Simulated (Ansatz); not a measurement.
# Ir: geometry relaxation (part 2 of 2)

The same run, continued: Ir (P6₃/mmc, 2 atoms in the cell); DFT PBEsol, scalar-relativistic, plane waves, PAW, no spin polarisation (Ansatz 0.2.0); cutoff 420 eV, 18×18×10 k-mesh, Gaussian smearing of 0.1 eV. The structure derives from a Materials Project entry.

Geometry of the input (Å; fractional positions):
```
2.7147  0.0000  0.0000
-1.3573  2.3510  0.0000
0.0000  0.0000  4.4174
Ir 0.6667  0.3333  0.7500
Ir 0.3333  0.6667  0.2500
```

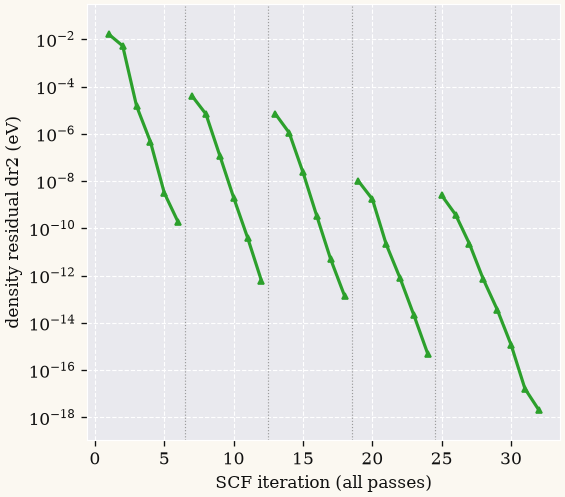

Fig. 1: Convergence of the self-consistent field: density residual dr2 against the SCF iteration. The dotted lines part the SCF passes of the relaxation: geometry steps, rejected trials and re-solves on a re-selected basis. The 5 passes take 6 to 8 iterations each, 32 in all.

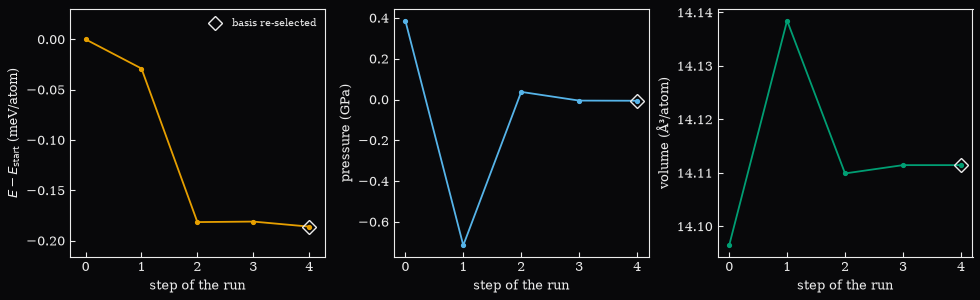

Fig. 2: Progress of the relaxation, step by step (the first geometry is step 0 here and step 1 in the log). The atoms keep their places relative to the cell (all moves are under 0.005 Å). After 3 geometry steps the energy has fallen by 0.2 meV per atom. All forces vanish by symmetry, so only the cell relaxes. The pressure goes from 0.39 to −0.01 GPa. A last SCF at the same geometry on a re-selected plane-wave basis shifts the energy by next to nothing (0.0 meV per atom).

```
basis re-selected at this cell: Δ(F+E_penalty+E_count) = -1.056e-5 eV, ΔP = -0.001 GPa vs the last step (what re-selecting the basis moved, of the pressure what is left beyond the Pulay correction that the steps carried, after the strain that the cell walked since its last selection, with what the two solves' SCF thresholds leave and, on support functions, any second-order correction that the steps lacked; it is no measure of the basis error at this ecutwfc). This SCF's stress stands 7.95e-3 GPa from its target on what of the cell is left free (relax.cell.stress_tol is 5.00e-2 GPa) and its largest allowed force component is 1.06e-16 eV/Å (relax.f_tol is 5.00e-3 eV/Å): within both
SCF converged after 8 iterations
Free energy (F): -23597.920511 eV
Harris-Foulkes:  -23597.920511 eV  (|F-HF|=3.64e-12)
Internal energy: -23597.910569 eV  (E = F + TS)
E sigma→0 (E₀):  -23597.915540 eV
Entropy (-TS):   -0.009942 eV (-4.971 meV/atom)
Fermi energy:    25.868759 eV
--- Per-component energies (eV) ---
  E_band       = -167.959483
  E_kinetic    = 1246.931247
  E_local      = -2127.501197  (includes V_loc(G=0)·N_el)
  E_nonlocal   = 151.646683
  E_hartree    = 814.824817
  E_xc         = -533.207844
  E_vxc        = -599.666952  (∫ρ·V_xc dr)
  E_paw        = -18177.466832  (= ΣΔE_a)
  E_vpaw       = -469.019000  (= ΣTr[D̂ρ^β])
  E_aug_tail   = 0.000103  (compensation charges beyond the density's cutoff)
  E_ewald      = -4973.668115
  E_core_change = 0.530570  (= ΣΔE_core)
  E_smearing   = -0.009942  (= −TS)
  E_closure    = 0.000000  (closes the sum)
  Σ components = -23597.920511   (vs F -23597.920511, Δ=0.00e0)
--- Forces (eV/Å), atoms counted from 1 ---
  atom   1  Ir     0.00000000    -0.00000000     0.00000000
  atom   2  Ir    -0.00000000     0.00000000    -0.00000000
  max |Σ_I F_I| component: 2.78e-17 eV/Å
--- Stress (GPa, compression-positive) ---
       -0.005178      -0.000000      -0.000000
       -0.000000      -0.005178      -0.000000
       -0.000000      -0.000000      -0.007947
  P = ⅓ Tr σ = -0.0061 GPa (-0.061 kbar)
--- Band table (eV; the first three rows and the last of 222) ---
  k-point 0: bands = ["-67.1488", "-67.0796", "-24.4190", "-23.7107", "-23.7107", "-23.6044", "-23.5932", "-23.5932", "14.5266", "17.5900", "21.8687", "21.9664", "21.9664", "22.6353", "22.6353", "23.4472", "23.4472", "24.9695", "26.1395", "26.1395", "32.9434"]
  k-point 1: bands = ["-67.1471", "-67.0813", "-24.3999", "-23.7078", "-23.7078", "-23.6252", "-23.5961", "-23.5961", "14.6410", "17.5980", "21.8142", "21.9123", "21.9123", "22.5746", "22.5746", "23.5916", "23.5916", "24.5421", "26.1385", "26.1385", "33.5338"]
  k-point 2: bands = ["-67.1422", "-67.0862", "-24.3442", "-23.6995", "-23.6995", "-23.6853", "-23.6045", "-23.6045", "14.9746", "17.6012", "21.6673", "21.8115", "21.8115", "22.4148", "22.4148", "23.5710", "23.9544", "23.9544", "26.1090", "26.1090", "35.0034"]
  k-point 221: bands = ["-67.0659", "-67.0659", "-24.2421", "-24.2421", "-24.0685", "-24.0685", "-23.7515", "-23.7515", "19.4639", "19.4639", "20.3205", "20.3205", "21.6440", "21.6440", "23.4165", "23.4165", "26.1662", "26.1662", "33.0109", "33.0109", "33.6691"]
--- Relaxed structure (4 steps of the walk, 4 accepted, 1 SCFs on fresh bases) ---
  F+E_penalty+E_count = -23597.92051123 eV   max|allowed force component| = 1.064e-16 eV/Å   (the final SCF, on the basis selected at the relaxed cell)
  cell:  # Å, volume = 28.2229 Å³
    - [2.7190554922461474, -2.891392150913191e-11, 3.578824509725984e-33]
    - [-1.3595277460980337, 2.3547711305992225, -2.334898372464214e-33]
    - [5.823529866766457e-33, -1.0249412565508965e-33, 4.407933048929751]
  atoms:
    - { symbol: Ir, position: [0.6666666666666666, 0.33333333333333326, 0.7500000000000001] }
    - { symbol: Ir, position: [0.33333333333333326, 0.6666666666666665, 0.25] }
```

**Trajectory as extended XYZ (Å, eV, eV/Å), 5 frames, from step=1 to step=5**
```
2
Lattice="2.7147 0.0000 0.0000 -1.3573 2.3510 0.0000 0.0000 0.0000 4.4174" Properties=species:S:1:pos:R:3:forces:R:3 step=1 energy=-23597.92014 pressure_GPa=0.39
Ir    1.3573    0.7837    3.3131    0.0000   0.0000   0.0000
Ir    0.0000    1.5673    1.1044    0.0000   0.0000   0.0000
2
Lattice="2.7232 0.0000 0.0000 -1.3616 2.3583 0.0000 0.0000 0.0000 4.4031" Properties=species:S:1:pos:R:3:forces:R:3 step=2 energy=-23597.92020 pressure_GPa=-0.71
Ir    1.3616    0.7861    3.3023    0.0000   0.0000   0.0000
Ir    0.0000    1.5722    1.1008    0.0000   0.0000   0.0000
2
Lattice="2.7190 0.0000 0.0000 -1.3595 2.3547 0.0000 0.0000 0.0000 4.4075" Properties=species:S:1:pos:R:3:forces:R:3 step=3 energy=-23597.92050 pressure_GPa=0.04
Ir    1.3595    0.7849    3.3056    0.0000   0.0000   0.0000
Ir    0.0000    1.5698    1.1019    0.0000   0.0000   0.0000
2
Lattice="2.7191 0.0000 0.0000 -1.3595 2.3548 0.0000 0.0000 0.0000 4.4079" Properties=species:S:1:pos:R:3:forces:R:3 step=4 energy=-23597.92050 pressure_GPa=-0.01
Ir    1.3595    0.7849    3.3060    0.0000   0.0000   0.0000
Ir    0.0000    1.5698    1.1020    0.0000   0.0000   0.0000
2
Lattice="2.7191 0.0000 0.0000 -1.3595 2.3548 0.0000 0.0000 0.0000 4.4079" Properties=species:S:1:pos:R:3:forces:R:3 step=5 energy=-23597.92051 pressure_GPa=-0.01
Ir    1.3595    0.7849    3.3060    0.0000   0.0000   0.0000
Ir    0.0000    1.5698    1.1020    0.0000   0.0000   0.0000
```

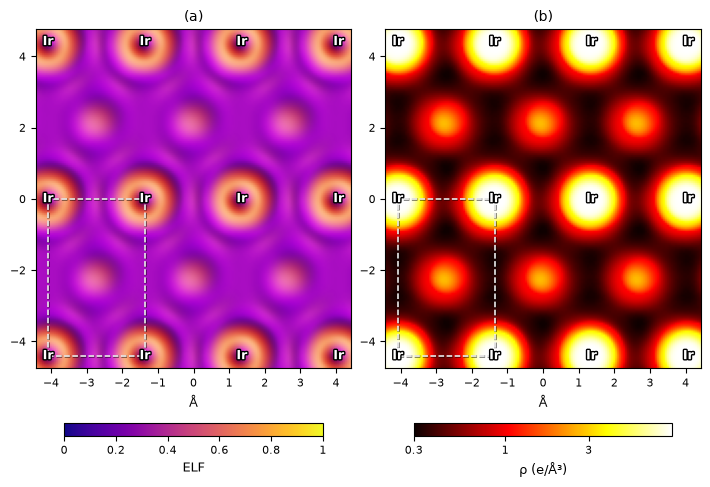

Fig. 3: (a) ELF; (b) valence pseudo-density on the (100) plane of the conventional cell. The section cuts through Ir sites. Ir–Ir (2.72 Å): the density is about 0.45 e/Å³ at the midpoint; the ELF is about 0.35 at the midpoint, as expected for metallic bonding. Away from the nuclei the density in this plane falls to 0.3 e/Å³ at its lowest. The strong features right at Ir lie inside the PAW spheres (semicore, d or f shells) and say nothing about bonding. Core electrons are frozen (PAW), so the fields are smoothed inside the atomic spheres.

**Results in brief**

```tsv
quantity	value
outcome	converged
space group (tolerance 0.01 Å)	P6₃/mmc (194)
electrons treated	34
free energy	−23597.9205 eV
Fermi energy	25.869 eV
gap on the k-point mesh	none (metallic)
pressure	−0.01 GPa
final volume	28.22 Å³
largest force (length of the vector) at the end	under 0.001 eV/Å
final cell	a = 2.719 Å, b = 2.719 Å, c = 4.408 Å, α = 90.00°, β = 90.00°, γ = 120.00°
hardware	1 thread of Intel Xeon @ 2.50GHz (Skylake/Cascade Lake), 189 GiB of memory available, shared host
wall time	65 s
peak memory	0.43 GiB
```

**Notes**

Spin–orbit coupling is left out, which matters for Ir.
